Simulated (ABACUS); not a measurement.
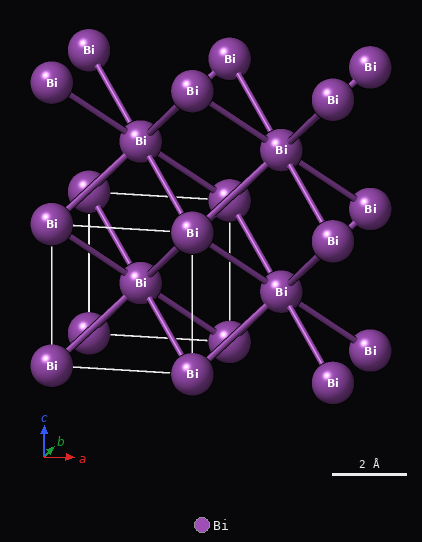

Figure 1. The structure (ball-and-stick view of the cell 2 times as large as that of the calculation, set on its symmetry axes, repeated 2 × 1 × 2, seen slightly off an axis). Near neighbours in the crystal (not all of them lie inside the picture): Bi has 8 Bi at 3.43 Å.

## Bi: band-structure run (part 1 of 2)

System: Bi (Im-3m, 1 atom in the cell).
Method: Kohn-Sham DFT of a periodic cell, r2SCAN, SG15 ONCV 1.2 PBE, no spin polarisation (ABACUS 3.10.1).

The structure derives from a Materials Project entry.

Log:
```
ABACUS v3.10.1

               Atomic-orbital Based Ab-initio Computation at UStc

 ------------------------------------------------------------------------------------

 READING GENERAL INFORMATION
                           global_out_dir = OUT.Bi/
                           global_in_card = INPUT
                               pseudo_dir = ./
                              orbital_dir =
                                    DSIZE = 4
                                    GSIZE = 1

 READING UNITCELL INFORMATION
                                    ntype = 1
                  lattice constant (Bohr) = 6.48542
              lattice constant (Angstrom) = 3.43194

 READING ATOM TYPE 1
                               atom label = Bi
                      L=0, number of zeta = 1
                      L=1, number of zeta = 1
                      L=2, number of zeta = 1
             number of atom for this type = 1

                        TOTAL ATOM NUMBER = 1
CARTESIAN COORDINATES ( UNIT =       6.485423563300 Bohr ).
    atom                   x                   y                   z     mag                  vx                  vy                  vz
tauc_Bi1            0.0000000000        0.0000000000        0.0000000000  0.0000        0.0000000000        0.0000000000        0.0000000000

                          Volume (Bohr^3) = 209.987
                             Volume (A^3) = 31.1169

 Lattice vectors: (Cartesian coordinate: in unit of a_0)
             -0.57735            +0.57735            +0.57735
             +0.57735            -0.57735            +0.57735
             +0.57735            +0.57735            -0.57735
 Reciprocal vectors: (Cartesian coordinate: in unit of 2 pi/a_0)
                   +0           +0.866025           +0.866025
            +0.866025                  +0           +0.866025
            +0.866025           +0.866025                  +0
 The esolver type has been set to : ksdft_pw

                PAO radial cut off (Bohr) = 7

 Read in pseudopotential file is Bi_ONCV_PBE-1.2.upf
                     pseudopotential type = NC
          exchange-correlation functional = PBE
                 nonlocal core correction = 0
                        valence electrons = 15
                                     lmax = 3
                           number of zeta = 0
                     number of projectors = 8
                           L of projector = 0
                           L of projector = 0
                           L of projector = 1
                           L of projector = 1
                           L of projector = 2
                           L of projector = 2
                           L of projector = 3
                           L of projector = 3
 XC functional updated to : MGGA_X_R2SCAN+MGGA_C_R2SCAN
          exchange-correlation functional = MGGA_X_R2SCAN+MGGA_C_R2SCAN
     initial pseudo atomic orbital number = 0

 SETUP THE ELECTRONS NUMBER
            electron number of element Bi = 15
      total electron number of element Bi = 15
            AUTOSET number of electrons:  = 15
                           occupied bands = 8
                                   NBANDS = 18
                                   NLOCAL = 9

%%%%%%%%%%%%%%%%%%%%%%%%%%%%%%%%%%%%%%%%%%%%%%%%%%%%%%%%%%%%%%%%%%%%%%%%%%%%%%%%%%%%%%%%%%%%%%%%%%%%%%%%%%
 Warning: the number of valence electrons in pseudopotential > 5 for Bi: [Xe] 4f14 5d10 6s2 6p3
 Pseudopotentials with additional electrons can yield (more) accurate outcomes, but may be less efficient.
 If you're confident that your chosen pseudopotential is appropriate, you can safely ignore this warning.
%%%%%%%%%%%%%%%%%%%%%%%%%%%%%%%%%%%%%%%%%%%%%%%%%%%%%%%%%%%%%%%%%%%%%%%%%%%%%%%%%%%%%%%%%%%%%%%%%%%%%%%%%%

 SETUP THE PLANE WAVE BASIS
 energy cutoff for charge/potential (unit:Ry) = 304
            fft grid for charge/potential = [ 36, 36, 36 ]
                        fft grid division = [ 1, 1, 1 ]
        big fft grid for charge/potential = [ 36, 36, 36 ]
                                     nbxx = 46656
                                     nrxx = 46656

 SETUP PLANE WAVES FOR CHARGE/POTENTIAL
                    number of plane waves = 18749
                         number of sticks = 949

 PARALLEL PW FOR CHARGE/POTENTIAL
     PROC   COLUMNS(POT)             PW
        1            949          18749
 --------------- sum -------------------
        1            949          18749
                            number of |g| = 200
                                  max |g| = 322.5
                                  min |g| = 0

----------- Double Check Mixing Parameters Begin ------------
mixing_type: broyden
mixing_beta: 0.7
mixing_gg0: 1
mixing_gg0_min: 0.1
mixing_ndim: 8
----------- Double Check Mixing Parameters End ------------

 LATTICE VECTORS: (CARTESIAN COORDINATE: IN UNIT OF A0)
             -0.57735            +0.57735            +0.57735
             +0.57735            -0.57735            +0.57735
             +0.57735            +0.57735            -0.57735
                       right hand lattice = 1
                                   NORM_A = 1
                                   NORM_B = 1
                                   NORM_C = 1
                           ALPHA (DEGREE) = 109.471
                           BETA  (DEGREE) = 109.471
                           GAMMA (DEGREE) = 109.471

 The lattice vectors have been changed (STRU_SIMPLE.cif)

(for optimal symmetric configuration:)
                             BRAVAIS TYPE = 2
                     BRAVAIS LATTICE NAME = 02. Cubic I (body-centered)
                                    ibrav = 2
                                    IBRAV = 2
                                  BRAVAIS = BODY CENTERED CUBIC
                       LATTICE CONSTANT A = 1.1547
Original cell was already a primitive cell.
                        ROTATION MATRICES = 48
              PURE POINT GROUP OPERATIONS = 48
                   SPACE GROUP OPERATIONS = 48
                              POINT GROUP = O_h
               POINT GROUP IN SPACE GROUP = O_h

 SETUP K-POINTS
                                    nspin = 1
                   Input type of k points = Monkhorst-Pack(Gamma)
                                   nkstot = 216
                       right hand lattice = 1
(for reciprocal lattice: )
                             BRAVAIS TYPE = 3
                     BRAVAIS LATTICE NAME = 03. Cubic F (face-centered)
                                    ibrav = 3
                       right hand lattice = 1
(for k-lattice: )
                             BRAVAIS TYPE = 3
                     BRAVAIS LATTICE NAME = 03. Cubic F (face-centered)
                                    ibrav = 3
                       right hand lattice = 1
                        ROTATION MATRICES = 48
                               nkstot_ibz = 16
K-POINTS REDUCTION ACCORDING TO SYMMETRY
     IBZ    DIRECT_X    DIRECT_Y    DIRECT_Z  WEIGHT  ibz2bz
       1  0.00000000  0.00000000  0.00000000  0.0046       0
       2 -0.16666667  0.16666667  0.00000000  0.0556       1
       3 -0.33333333  0.33333333  0.00000000  0.0556       2
       4  0.50000000  0.50000000  0.00000000  0.0278       3
       5 -0.33333333  0.16666667  0.16666667  0.1111       7
       6  0.50000000  0.33333333  0.16666667  0.2222       8
       7  0.33333333  0.33333333  0.33333333  0.0370      14
       8  0.50000000  0.16666667  0.16666667  0.0370      43
       9  0.33333333  0.33333333  0.16666667  0.0556      44
      10 -0.16666667  0.16666667  0.16666667  0.0278      47
      11 -0.33333333  0.16666667  0.33333333  0.1111      52
      12  0.50000000  0.50000000  0.16666667  0.0556      57
      13  0.50000000  0.33333333  0.33333333  0.1111      58
      14 -0.33333333  0.33333333  0.33333333  0.0278      88
      15  0.50000000  0.50000000  0.33333333  0.0556      93
      16  0.50000000  0.50000000  0.50000000  0.0046     129

                               nkstot now = 16
[... K-POINTS DIRECT COORDINATES: 16 rows ...]

           k-point number in this process = 4
       minimum distributed K point number = 4
[... stars of the k points ...]

[... K-POINTS CARTESIAN COORDINATES: 4 rows ...]

[... K-POINTS DIRECT COORDINATES: 4 rows ...]

 SETUP PLANE WAVES FOR WAVE FUNCTIONS
     energy cutoff for wavefunc (unit:Ry) = 76
              fft grid for wave functions = [ 36, 36, 36 ]
                    number of plane waves = 3319
                         number of sticks = 303

 PARALLEL PW FOR WAVE FUNCTIONS
     PROC   COLUMNS(POT)             PW
        1            303           3319
 --------------- sum -------------------
        1            303           3319

 SETUP NONLOCAL PSEUDOPOTENTIALS IN PLANE WAVE BASIS
 Bi non-local projectors:
 projector 1 L=0
 projector 2 L=0
 projector 3 L=1
 projector 4 L=1
 projector 5 L=2
 projector 6 L=2
 projector 7 L=3
 projector 8 L=3
      TOTAL NUMBER OF NONLOCAL PROJECTORS = 32

 Init Non-Local PseudoPotential table :
 Init Non-Local-Pseudopotential done.

                                     npwx = 2343

 -------------------------------------------
 SELF-CONSISTENT
 -------------------------------------------
                                 init_chg = atomic

 PW ALGORITHM --------------- ION=   1  ELEC=   1--------------------------------
 Notice: Threshold on eigenvalues was too large.
 hsover_error=0.15 > DRHO=0.00963508
 Origin diag ethr = 0.01
 New diag ethr = 6.42339e-05

 Density error is 0.00731464395543
                          Error Threshold = 6.42338946058e-05
----------------------------------------------------------
     Energy           Rydberg                 eV
----------------------------------------------------------
 E_KohnSham     -135.1851679987      -1839.2885698698
 E_Harris       -134.8398436935      -1834.5901916605
 E_Fermi        0.8736730292         11.8869313857
----------------------------------------------------------

 PW ALGORITHM --------------- ION=   1  ELEC=   2--------------------------------

 Density error is 0.000226964278884
                          Error Threshold = 4.87642930362e-05
----------------------------------------------------------
     Energy           Rydberg                 eV
----------------------------------------------------------
 E_KohnSham     -135.2110254214      -1839.6403781544
 E_Harris       -134.8651578622      -1834.9346085949
 E_Fermi        0.8733014358         11.8818755981
----------------------------------------------------------

 PW ALGORITHM --------------- ION=   1  ELEC=   3--------------------------------

 Density error is 3.23679736448e-05
                          Error Threshold = 1.51309519256e-06
----------------------------------------------------------
     Energy           Rydberg                 eV
----------------------------------------------------------
 E_KohnSham     -135.2148151952      -1839.6919406717
 E_Harris       -135.1299024502      -1838.5366435065
 E_Fermi        0.8736857222         11.8871040838
```
